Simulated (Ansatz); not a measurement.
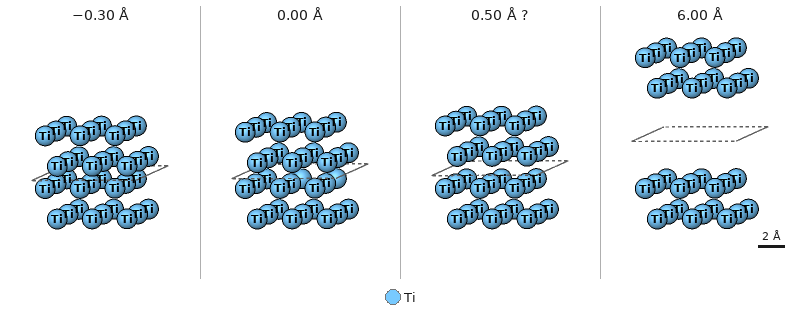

A scan of crystalline Ti (Im-3m): the crystal is pulled apart rigidly along the normal of the (0 1 1) plane of the conventional cell, at a cut between a plane of Ti below and one of Ti above, 2.27 Å apart. One cut stands in each cell, which starts 9.1 Å high; nothing is relaxed, and the dashed outline marks the cut. The picture is a spheres-only view of the layers on both sides of the cut, seen from the side, nearly along the cut plane.

All numbers below come from DFT PBEsol, scalar-relativistic, plane waves, PAW in Ansatz. Set-up: plane-wave cutoff 420 eV; k-point mesh 22 × 22 × 7; occupations gaussian; smearing width 0.15 eV; no spin polarisation. Energies (free energies at the smearing named) are counted from the relaxed crystal.

| opening (Å) | ΔE per area (J/m²) |
| --- | --- |
| −0.30 | 0.285 |
| −0.15 | 0.064 |
| 0.00 | 0.000 |
| 0.25 | 0.111 |
| 0.50 | ? |
| 0.75 | 0.784 |
| 1.00 | 1.245 |
| 1.50 | 2.140 |
| 2.00 | 2.842 |
| 3.00 | 3.642 |
| 4.50 | 4.009 |
| 6.00 | 4.053 |

Question: One row is withheld. What is its energy?

Answer: A straight line between the two neighbours gives 0.448 J/m². A cubic through the four nearest rows (0.00, 0.25, 0.75, 1.00) gives, with Lagrange weights, (−0.1667)(0.000) + (0.6667)(0.111) + (0.6667)(0.784) + (−0.1667)(1.245) = 0.389 J/m². The calculation gives 0.380 J/m², so the cubic is 0.009 J/m² too high and the straight line 0.068 J/m² too high, as the curve bends upwards here.

The whole profile:

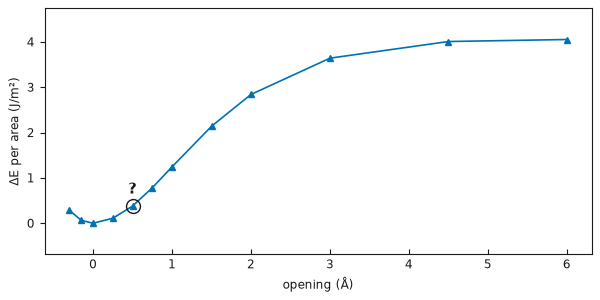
